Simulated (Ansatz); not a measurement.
Consider Co₃Sn₂.

The calculation's input:

```
crystal:
  lattice:
    - [4.2229921449, 0.0, 0.0]
    - [-2.1114960725, 3.6572184775, 0.0]
    - [0.0, 0.0, 5.066854]
  atoms:
    - { symbol: Co, position: [0.0, 0.0, 0.746357] }
    - { symbol: Co, position: [0.0, 0.0, 0.253643] }
    - { symbol: Co, position: [0.6666666667, 0.3333333333, 0.0] }
    - { symbol: Sn, position: [0.6666666667, 0.3333333333, 0.5] }
    - { symbol: Sn, position: [0.3333333333, 0.6666666667, 0.0] }
basis:
  ecutwfc: 420
kpoints:
  mp_grid: { grid: [12, 12, 8] }
hamiltonian:
  xc: pbesol
scf:
  occupations: { method: gaussian, width: 0.1 }
  lower_state_search: "off"
output:
  forces: true
  stress: true
  eigenvalues: true
  write_density: true
  write_potential: true
  elf: true
  volumetric_format: npy
```

Command:

```sh
ansatz run input.yaml --threads 1 --pin off --max-ram 2560MiB --backend cpu --events-out ev --progress --plain --runs-dir out
```

Below, planes, directions and counts refer to the conventional cell (a = 4.22 Å, b = 4.22 Å, c = 5.07 Å, α = 90.00°, β = 90.00°, γ = 120.00°).

Space group P-6m2; a structure from a database of computed crystals, not necessarily the ambient phase; computed pressure about −8 GPa in this cell; computed without spin polarisation.

All numbers below come from DFT PBEsol, scalar-relativistic, plane waves, PAW in Ansatz 0.2.0.

### Predict the valence pseudo-density and electron localisation function between the atoms.

Co–Sn (2.53 Å): ρ is about 0.38 e/Å³ halfway; the ELF is about 0.35 at the midpoint.

### Metal or insulator at this level of theory?

It is metallic or semimetallic at this level of theory: no gap opens.

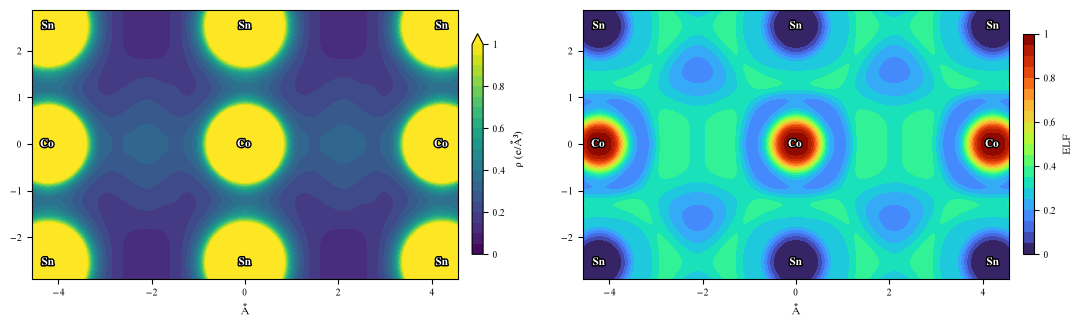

Computed valence pseudo-density and electron localisation function on the (100) plane of the conventional cell, in this order. 

Core electrons are frozen (PAW), and the valence fields are smoothed inside the atomic spheres.
